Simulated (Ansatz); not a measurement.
MgO

```
Mg O
1.0
     2.88273    0.00000    0.00000
     0.00000    2.88273    0.00000
     0.00000    0.00000    4.21097
Mg O
2 2
Direct
  0.00000 0.00000 0.00000
  0.50000 0.50000 0.50000
  0.50000 0.50000 0.00000
  0.00000 0.00000 0.50000
```

Space group I4/mmm; computed pressure about 6 GPa in this cell.

Level of theory: DFT LDA, scalar-relativistic, plane waves, PAW in Ansatz.

Core electrons are frozen (PAW), and the valence fields are smoothed inside the atomic spheres.

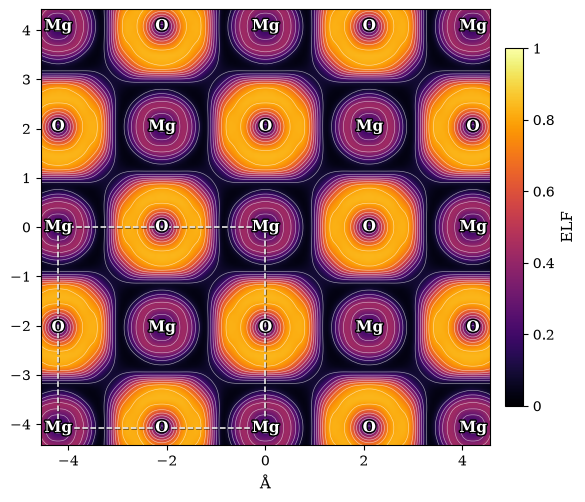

Figure 1. Electron localisation function on the (11̄0) plane of the conventional cell.

Question: Read the bonding off the picture.

Answer: The plane passes through Mg and O nuclei. Mg–O (2.04 Å): the ELF peaks at about 0.85 in the valence shell of O, 0.6 Å from its nucleus, and is about 0.35 at the midpoint (a closed-shell, largely ionic contact). Mg–O (2.11 Å): the ELF peaks at about 0.80 in the valence shell of O, 0.7 Å from its nucleus, and is about 0.35 at the midpoint: an ionic contact with no shared pair.

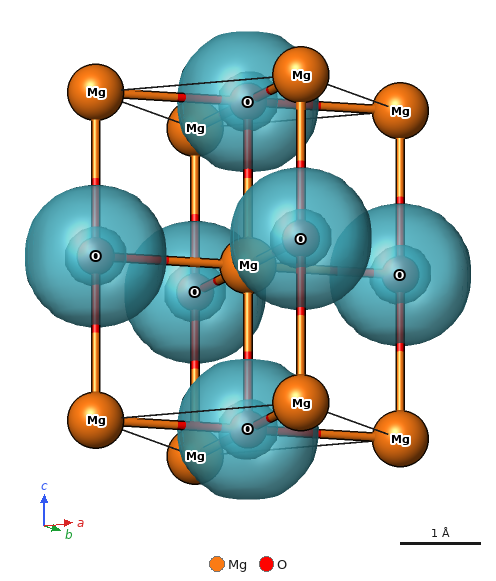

Figure 2. Isosurface of the electron localisation function at 0.7 (cyan), seen at an oblique angle. Core shells and regions of very low density are left out. Sticks mark near contacts.

Question: What do the ELF domains correspond to?

Answer: At this value the surface marks out two regions wrapped around O (the valence shell of each), counted in one cell of 4 atoms. Regions shared between cells count once.

Question: Does the calculation give a band gap?

Answer: It is gapped, with a Kohn–Sham gap of 5.3 eV on the k-point mesh (the band edges may lie off the mesh, which would make the gap smaller).
